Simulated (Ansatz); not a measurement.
# What a change does: single-point calculation on Ni

System: Ni (Fm-3m, 1 atom in the cell).
Method of the first run: DFT PBE, scalar-relativistic, plane waves, PAW, spin-polarised (Ansatz 0.2.0).

Text and figures count atoms from 1; the logs count them from 0 in places.

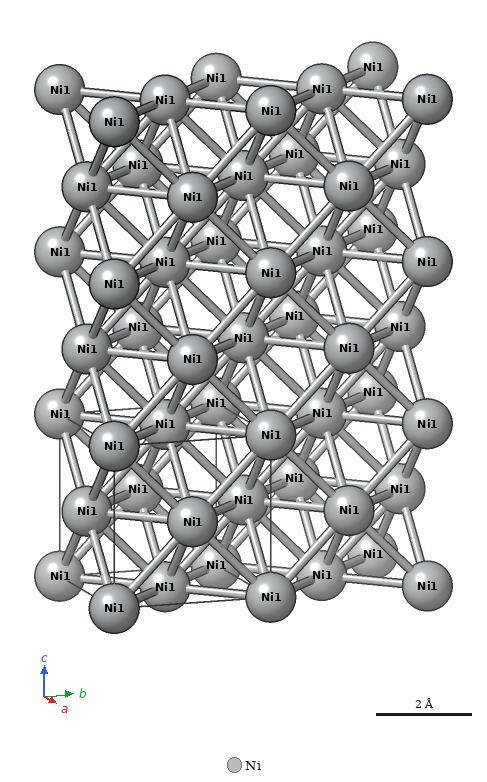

Figure 1. The structure (ball-and-stick view of the cell 4 times as large as that of the calculation, set on its symmetry axes, repeated 1 × 2 × 3, seen slightly off an axis; atoms are numbered from 1 in the order of the input).

### The input, the first run
```yaml
crystal:
  lattice:
    - [0.0, 1.7576501975, 1.7576501975]
    - [1.7576501975, 0.0, 1.7576501975]
    - [1.7576501975, 1.7576501975, 0.0]
  atoms:
    - { symbol: Ni, position: [0.0, 0.0, 0.0], spin: 0.75 }
basis:
  ecutwfc: 600
  ecutrho_ratio: 5
kpoints:
  mp_grid: { grid: [20, 20, 20] }
hamiltonian:
  xc: pbe
scf:
  occupations: { method: gaussian, width: 0.05 }
output:
  forces: true
  stress: true
  eigenvalues: true
  populations: true
magnetization:
  spin_polarized: true
```

Hardware: 8 threads of an x86-64 CPU, shared host.

### Output, shortened to warnings, some set-up lines, iterations and results (the first run)
```
Basis set: ecut = 600 eV, 339 PW (Γ), exchange–correlation on 48×48×48 points (8 copies of the dense FFT grid, shifted against one another)
Symmetry: 48 space group operations
k-points: 256 of 8000
Initial density: superposition of atomic densities (chi_scale 0.1, normalization cell)
[...]
SCF iter   1: F=—  HF=-5839.023129 eV  |F-HF|=—  |Δ(HF+E_count)|=         —  Δρ=9.56e-2 (↑1.27e-2 ↓9.56e-2)  dr2=7.09e-1  dr2_m=1.94e-1  M=0.878 μB ∫|m|=0.937 μB  β_m=0.30  …
SCF iter   2: F=—  HF=-5838.846225 eV  |F-HF|=—  |Δ(HF+E_count)|=   1.77e-1  Δρ=4.71e-2 (↑4.71e-2 ↓3.18e-2)  dr2=3.06e-1  dr2_m=1.03e-2  M=0.726 μB ∫|m|=0.792 μB  β_m=0.26  …
SCF iter   3: F=—  HF=-5839.065566 eV  |F-HF|=—  |Δ(HF+E_count)|=   2.19e-1  Δρ=2.02e-2 (↑2.02e-2 ↓1.13e-2)  dr2=2.78e-2  dr2_m=8.49e-3  M=0.726 μB ∫|m|=0.796 μB  β_m=0.47  …
SCF iter   4: F=—  HF=-5839.553458 eV  |F-HF|=—  |Δ(HF+E_count)|=   4.88e-1  Δρ=2.00e-2 (↑1.32e-2 ↓2.00e-2)  dr2=6.46e-2  dr2_m=2.33e-3  M=0.669 μB ∫|m|=0.750 μB  β_m=0.25  …
SCF iter   5: F=—  HF=-5839.682837 eV  |F-HF|=—  |Δ(HF+E_count)|=   1.29e-1  Δρ=3.86e-3 (↑2.16e-3 ↓3.86e-3)  dr2=3.41e-4  dr2_m=7.87e-4  M=0.656 μB ∫|m|=0.743 μB  β_m=0.38  …
SCF iter   6: F=—  HF=-5839.723097 eV  |F-HF|=—  |Δ(HF+E_count)|=   4.03e-2  Δρ=1.72e-3 (↑9.29e-4 ↓1.72e-3)  dr2=4.58e-4  dr2_m=2.54e-5  M=0.645 μB ∫|m|=0.736 μB  β_m=0.46  …
SCF iter   7: F=—  HF=-5839.724282 eV  |F-HF|=—  |Δ(HF+E_count)|=   1.18e-3  Δρ=5.87e-4 (↑3.29e-4 ↓5.87e-4)  dr2=5.50e-5  dr2_m=3.10e-6  M=0.644 μB ∫|m|=0.736 μB  β_m=0.73  …
SCF iter   8: F=—  HF=-5839.724545 eV  |F-HF|=—  |Δ(HF+E_count)|=   2.63e-4  Δρ=2.77e-4 (↑1.23e-4 ↓2.77e-4)  dr2=1.04e-5  dr2_m=7.64e-7  M=0.643 μB ∫|m|=0.735 μB  β_m=0.85  …
SCF iter   9: F=—  HF=-5839.724556 eV  |F-HF|=—  |Δ(HF+E_count)|=   1.12e-5  Δρ=6.21e-5 (↑1.07e-5 ↓6.21e-5)  dr2=2.70e-7  dr2_m=9.38e-8  M=0.643 μB ∫|m|=0.735 μB  β_m=0.93  …
SCF iter  10: F=—  HF=-5839.724556 eV  |F-HF|=—  |Δ(HF+E_count)|=   2.01e-8  Δρ=3.18e-5 (↑6.20e-6 ↓3.18e-5)  dr2=8.21e-8  dr2_m=2.07e-8  M=0.643 μB ∫|m|=0.735 μB  β_m=0.96  …
SCF iter  11: F=—  HF=-5839.724556 eV  |F-HF|=—  |Δ(HF+E_count)|=   1.04e-8  Δρ=3.51e-6 (↑3.05e-6 ↓3.51e-6)  dr2=2.76e-9  dr2_m=1.81e-11  M=0.643 μB ∫|m|=0.735 μB  β_m=0.98  …
SCF iter  12: F=-5839.724556 eV  HF=-5839.724556 eV  |F-HF|=1.73e-11  |Δ(HF+E_count)|=  2.46e-10  Δρ=6.96e-7 (↑1.62e-7 ↓6.96e-7)  dr2=4.26e-11  dr2_m=1.18e-11  M=0.643 μB …
SCF 1 converged in 12 iterations: F = -5839.724556 eV  dr2 = 4.26e-11
SCF converged after 12 iterations
Magnetization: 0.6427 μB (9.3214 up, 8.6786 down)
Absolute magnetization: 0.7357 μB (∫|ρ↑−ρ↓|, with the PAW one-centre terms)
Spin contamination: 0.0072 ħ² per cell (⟨S²⟩ above its minimum at these occupations)
Per-site moments (μB) at R_I (Å): [(0.6820270775992369, 1.0253482582250528)]
Free energy (F): -5839.724556 eV
Harris-Foulkes:  -5839.724556 eV  (|F-HF|=1.73e-11)
Internal energy: -5839.722472 eV  (E = F + TS)
E sigma→0 (E₀):  -5839.723514 eV
Entropy (-TS):   -0.002085 eV (-2.085 meV/atom)
Fermi energy:    18.232907 eV
--- Per-component energies (eV) ---
  E_band       = -283.781402
  E_kinetic    = 282.085614
  E_local      = -3434.305108  (includes V_loc(G=0)·N_el)
  E_nonlocal   = 636.019742
  E_hartree    = 1433.797830
  E_xc         = -84.813073
  E_vxc        = -109.367476  (∫ρ·V_xc dr)
  E_paw        = -1630.007132  (= ΣΔE_a)
  E_vpaw       = -525.809418  (= ΣTr[D̂ρ^β])
  E_aug_tail   = 0.000075  (compensation charges beyond the density's cutoff)
  E_ewald      = -3042.500419
  E_smearing   = -0.002085  (= −TS)
  E_closure    = -0.000000  (closes the sum)
  Σ components = -5839.724556   (vs F -5839.724556, Δ=0.00e0)
--- Forces (eV/Å), atoms counted from 1 ---
  atom   1  Ni    -0.00000000     0.00000000     0.00000000
  max |Σ_I F_I| component: 1.31e-31 eV/Å
--- Stress (GPa, compression-positive) ---
        0.472328       0.000000       0.000000
        0.000000       0.472328       0.000000
       -0.000000      -0.000000       0.472328
  P = ⅓ Tr σ = 0.4723 GPa (4.723 kbar)
--- Löwdin populations: 1 site ---
  site symbol       q [e]    m [muB]
     0     Ni     17.7793     0.6735
  spilling = 0.012262 (of n_electrons = 18.000000)
```

The input of the second run differs as follows (lines with − go, lines with + come):
```diff
-    - [0.0, 1.7576501975, 1.7576501975]
-    - [1.7576501975, 0.0, 1.7576501975]
-    - [1.7576501975, 1.7576501975, 0.0]
+    - [0.0, 1.76, 1.76]
+    - [1.76, 0.0, 1.76]
+    - [1.76, 1.76, 0.0]
-    - { symbol: Ni, position: [0.0, 0.0, 0.0], spin: 0.75 }
+    - { symbol: Ni, position: [0.0, 0.0, 0.0], spin: 0.8 }
```

Predict how the results change.

With the same functional and potentials, the second run lies 0.02 meV per atom lower. The pressure goes from 0.47 to −0.33 GPa. The volume per atom goes from 10.86 to 10.90 Å³. The number of SCF iterations is the same.

### Output, shortened to warnings, some set-up lines, iterations and results (the second run)
```
Basis set: ecut = 600 eV, 339 PW (Γ), exchange–correlation on 48×48×48 points (8 copies of the dense FFT grid, shifted against one another)
Symmetry: 48 space group operations
k-points: 256 of 8000
Initial density: superposition of atomic densities (chi_scale 0.1, normalization cell)
[...]
SCF iter   1: F=—  HF=-5839.021818 eV  |F-HF|=—  |Δ(HF+E_count)|=         —  Δρ=8.82e-2 (↑1.61e-2 ↓8.82e-2)  dr2=6.94e-1  dr2_m=1.39e-1  M=0.878 μB ∫|m|=0.939 μB  β_m=0.30  …
SCF iter   2: F=—  HF=-5838.853753 eV  |F-HF|=—  |Δ(HF+E_count)|=   1.68e-1  Δρ=4.39e-2 (↑4.39e-2 ↓3.44e-2)  dr2=3.02e-1  dr2_m=6.76e-3  M=0.738 μB ∫|m|=0.804 μB  β_m=0.25  …
SCF iter   3: F=—  HF=-5839.058995 eV  |F-HF|=—  |Δ(HF+E_count)|=   2.05e-1  Δρ=1.86e-2 (↑1.86e-2 ↓1.26e-2)  dr2=2.91e-2  dr2_m=6.11e-3  M=0.740 μB ∫|m|=0.811 μB  β_m=0.49  …
SCF iter   4: F=—  HF=-5839.562270 eV  |F-HF|=—  |Δ(HF+E_count)|=   5.03e-1  Δρ=2.41e-2 (↑1.18e-2 ↓2.41e-2)  dr2=7.48e-2  dr2_m=5.65e-3  M=0.669 μB ∫|m|=0.751 μB  β_m=0.39  …
SCF iter   5: F=—  HF=-5839.707729 eV  |F-HF|=—  |Δ(HF+E_count)|=   1.45e-1  Δρ=5.36e-3 (↑1.41e-3 ↓5.36e-3)  dr2=1.89e-3  dr2_m=8.43e-4  M=0.650 μB ∫|m|=0.739 μB  β_m=0.44  …
SCF iter   6: F=—  HF=-5839.723359 eV  |F-HF|=—  |Δ(HF+E_count)|=   1.56e-2  Δρ=1.33e-3 (↑9.39e-4 ↓1.33e-3)  dr2=3.22e-4  dr2_m=8.72e-6  M=0.645 μB ∫|m|=0.737 μB  β_m=0.43  …
SCF iter   7: F=—  HF=-5839.724373 eV  |F-HF|=—  |Δ(HF+E_count)|=   1.01e-3  Δρ=3.63e-4 (↑3.63e-4 ↓3.23e-4)  dr2=3.30e-5  dr2_m=3.17e-7  M=0.644 μB ∫|m|=0.737 μB  β_m=0.71  …
SCF iter   8: F=—  HF=-5839.724570 eV  |F-HF|=—  |Δ(HF+E_count)|=   1.98e-4  Δρ=1.59e-4 (↑9.52e-5 ↓1.59e-4)  dr2=4.32e-6  dr2_m=1.35e-7  M=0.643 μB ∫|m|=0.736 μB  β_m=0.85  …
SCF iter   9: F=—  HF=-5839.724575 eV  |F-HF|=—  |Δ(HF+E_count)|=   4.51e-6  Δρ=1.27e-5 (↑1.27e-5 ↓4.43e-6)  dr2=9.60e-9  dr2_m=5.74e-9  M=0.643 μB ∫|m|=0.736 μB  β_m=0.89  …
SCF iter  10: F=—  HF=-5839.724575 eV  |F-HF|=—  |Δ(HF+E_count)|=   8.79e-9  Δρ=2.35e-5 (↑9.23e-6 ↓2.35e-5)  dr2=6.83e-8  dr2_m=5.90e-9  M=0.643 μB ∫|m|=0.736 μB  β_m=0.89  …
SCF iter  11: F=—  HF=-5839.724575 eV  |F-HF|=—  |Δ(HF+E_count)|=   9.52e-9  Δρ=1.37e-6 (↑7.31e-7 ↓1.37e-6)  dr2=2.28e-11  dr2_m=1.09e-10  M=0.643 μB ∫|m|=0.736 μB  β_m=0.84  …
SCF iter  12: F=-5839.724575 eV  HF=-5839.724575 eV  |F-HF|=3.06e-10  |Δ(HF+E_count)|=  5.28e-11  Δρ=1.46e-6 (↑1.00e-6 ↓1.46e-6)  dr2=3.86e-10  dr2_m=6.53e-12  M=0.643 μB …
SCF 1 converged in 12 iterations: F = -5839.724575 eV  dr2 = 3.86e-10
SCF converged after 12 iterations
Magnetization: 0.6432 μB (9.3216 up, 8.6784 down)
Absolute magnetization: 0.7367 μB (∫|ρ↑−ρ↓|, with the PAW one-centre terms)
Spin contamination: 0.0072 ħ² per cell (⟨S²⟩ above its minimum at these occupations)
Per-site moments (μB) at R_I (Å): [(0.6826828254609962, 1.026719046282867)]
Free energy (F): -5839.724575 eV
Harris-Foulkes:  -5839.724575 eV  (|F-HF|=3.06e-10)
Internal energy: -5839.722487 eV  (E = F + TS)
E sigma→0 (E₀):  -5839.723531 eV
Entropy (-TS):   -0.002088 eV (-2.088 meV/atom)
Fermi energy:    18.141505 eV
--- Per-component energies (eV) ---
  E_band       = -285.269369
  E_kinetic    = 282.006985
  E_local      = -3440.923252  (includes V_loc(G=0)·N_el)
  E_nonlocal   = 636.059018
  E_hartree    = 1436.390658
  E_xc         = -84.771840
  E_vxc        = -109.311375  (∫ρ·V_xc dr)
  E_paw        = -1630.045799  (= ΣΔE_a)
  E_vpaw       = -525.883646  (= ΣTr[D̂ρ^β])
  E_aug_tail   = 0.000076  (compensation charges beyond the density's cutoff)
  E_ewald      = -3038.438331
  E_smearing   = -0.002088  (= −TS)
  E_closure    = -0.000000  (closes the sum)
  Σ components = -5839.724575   (vs F -5839.724575, Δ=0.00e0)
--- Forces (eV/Å), atoms counted from 1 ---
  atom   1  Ni    -0.00000000    -0.00000000     0.00000000
  max |Σ_I F_I| component: 1.64e-31 eV/Å
--- Stress (GPa, compression-positive) ---
       -0.332063      -0.000000       0.000000
       -0.000000      -0.332063      -0.000000
       -0.000000       0.000000      -0.332063
  P = ⅓ Tr σ = -0.3321 GPa (-3.321 kbar)
--- Löwdin populations: 1 site ---
  site symbol       q [e]    m [muB]
     0     Ni     17.7792     0.6741
  spilling = 0.012264 (of n_electrons = 18.000000)
```

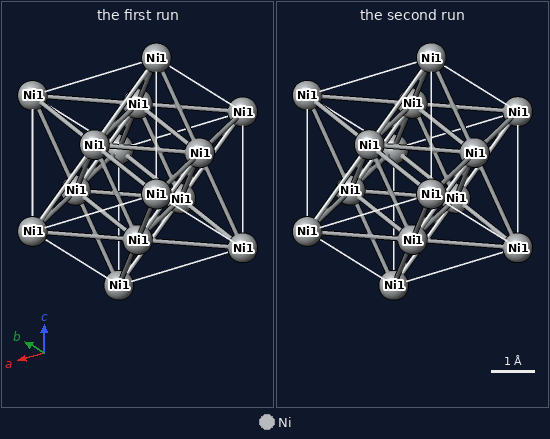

Figure 2. The two input geometries at one scale (ball-and-stick view of the cell 4 times as large as that of the calculation, set on its symmetry axes, seen at an oblique angle). The atoms keep their places relative to the cell (all moves are under 0.005 Å). The drawn cell changes as follows: a = b = c 3.515 → 3.520 Å (+0.1 %); the volume changes by +0.4 %.

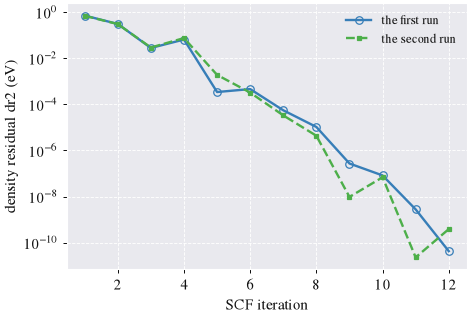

Figure 3. Convergence of the two runs: density residual dr2 against the SCF iteration. The first run takes 12 iterations in all, and the second run takes 12.

### The two runs side by side

```tsv
quantity	the first run	the second run
outcome	converged	converged
free energy per atom (eV)	−5839.7246	−5839.7246
energy per atom, smearing taken to zero (eV)	−5839.7235	−5839.7235
gap on the mesh (eV)	0.00	0.00
net moment of the cell (μB)	0.64	0.64
absolute moment of the cell (μB)	0.74	0.74
pressure (GPa)	0.47	−0.33
volume per atom (Å³)	10.86	10.90
largest force (eV/Å)	0.000	0.000
SCF iterations	12	12
irreducible k-points	256	256
plane waves at Γ	339	339
wall time (shared host)	2.7 s	2.8 s
```
